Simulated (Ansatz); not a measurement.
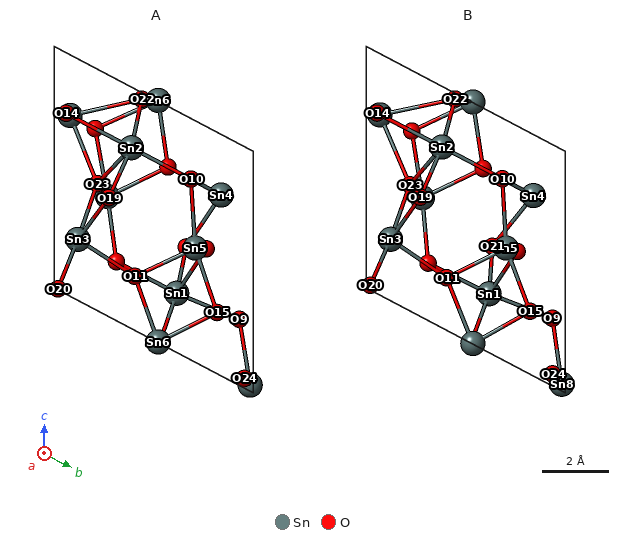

Two geometries of a defect cell of composition Sn9O16 (cell charge +2), drawn at one scale. One is the start of a relaxation, the other its converged end. A ball-and-stick model of the cell of the calculation, seen along the a axis.

Method: Ansatz 0.2.0, DFT PBE, scalar-relativistic, plane waves, PAW. Settings: plane-wave cutoff 420 eV; k-point mesh 3 × 3 × 3; occupations gaussian; smearing width 0.01 eV; no spin polarisation; atoms relaxed in a fixed cell; force threshold 0.025 eV/Å; at most 45 steps.

Which one is relaxed?

Structure A is the relaxed one. Case: Sn interstitial, charge +2, atoms relaxed at the host's cell. An O atom moves most: 0.18 Å along [−1 3 −2]. By element the largest moves are O 0.18 Å, Sn 0.14 Å. The lattice vectors keep their values. Near-neighbour distances that change, for instance: O–Sn 2.709 → 2.535 Å, O–Sn 2.411 → 2.295 Å, O–Sn 2.388 → 2.292 Å, O–Sn 2.174 → 2.099 Å. Among the angles between lasting bonds that change: O–Sn–Sn 93.6° → 101.9°, Sn–O–Sn 100.3° → 107.3°, O–Sn–O 98.8° → 93.4°. Over 5 accepted moves (7 points after the start) the energy falls by 0.211 eV per cell of the calculation. Largest force component: 1 eV/Å at the start, 0.01 eV/Å at the end. The line search rejected the trial steps at points 3, 5 of the run. Cost: 3.3 min on 4 threads of Arm Neoverse V2, on a shared host, peak memory 1.3 GiB.

Limits of the set-up: the periodic images lie only 6.8 Å apart, so the values are limited by the cell's size; the cell is charged, on a uniform background, and energies carry no finite-size correction.
